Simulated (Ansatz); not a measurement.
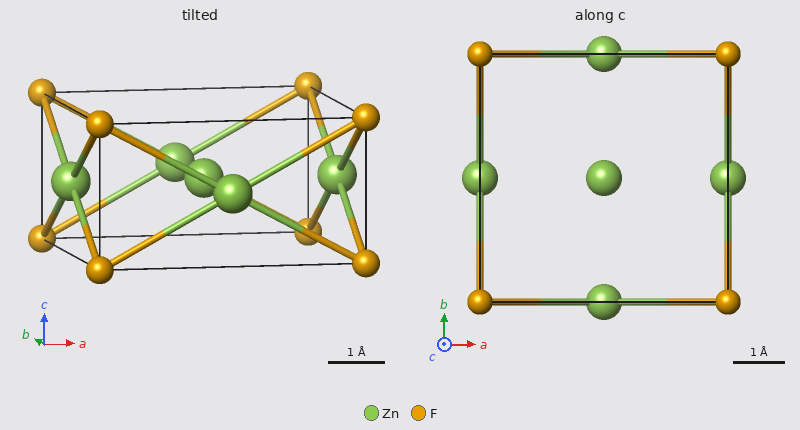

The crystal in a ball-and-stick representation, seen slightly off an axis and along the c axis. The wireframe shows the conventional unit cell. Cell: a = 4.89 Å, b = 4.89 Å, c = 2.64 Å, α = 90.00°, β = 90.00°, γ = 90.00°.

The structure comes from a random cell made by a generator, so it need not be a real form of the compound. Earlier steps of the study may have refined or changed the cell and positions. It went into a calculation with Ansatz.

Question: What structure is drawn here?

Answer: Composition: Zn₃F. Its lattice is primitive tetragonal, its space group P4/mmm (No. 123). The cell comprises 1 formula unit: 3 Zn, 1 F.

All computed values are from Ansatz 0.2.0, DFT PBE, scalar-relativistic, plane waves, PAW. Settings: a 420 eV plane-wave basis, k-grid 10×10×18, Gaussian smearing of 0.1 eV, no spin polarisation.

Question: Classify it as metallic or gapped, with the value.

Answer: A metal: bands cross the Fermi level.

Question: What are the atomic charges by Bader's partition?

Answer: Zn -0.06 to +0.41 e; F -0.77 e.

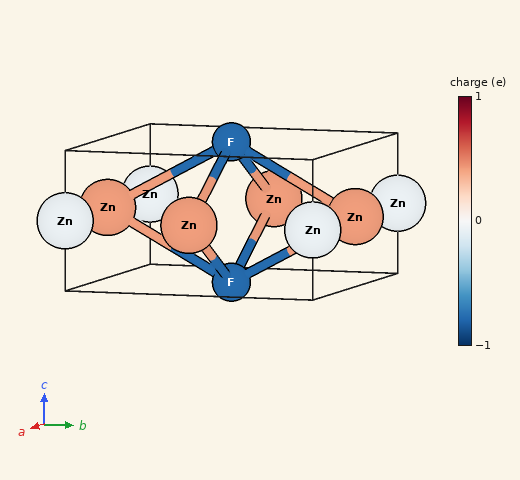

The atoms coloured by those charges. The run's cell of 4 atoms is drawn, so axes and origin can differ from the first picture.

Question: Can this geometry be taken as optimised?

Answer: Yes. All forces vanish to within 0.01 eV/Å. The pressure is 0.0 GPa, close to zero.
